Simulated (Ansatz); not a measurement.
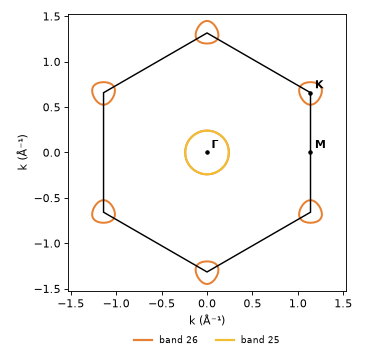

Constant-energy contours of a MoS2 monolayer (space group of the slab cell P-6m2), 0.10 eV below the valence-band maximum (one colour a band).

These are results of DFT PBE, spin-orbit coupling, plane waves, PAW; levels and slopes on a dense k mesh at the converged density in Ansatz 0.2.0, not measurements. Non-magnetic. The levels come from a k mesh of 60×60×1 points. The geometry was not relaxed. The cell comes from a database of computed structures, not from a measurement.

Masses come from a second pass at points close to the extrema; at the energies drawn a band may no longer be parabolic.

> Describe the band extrema that these surfaces surround.

Band 26 forms the valence edge; band 25 meets it there. Within this energy: two equivalent maxima at K, mass 0.51 mₑ in all directions; one maximum at Γ, mass 2.89 mₑ in all directions.

Time for the whole run: 6.1 min on 1 thread of Intel(R) Xeon(R) Platinum 8488C (Sapphire Rapids), on a shared host, peak memory 1.9 GiB.
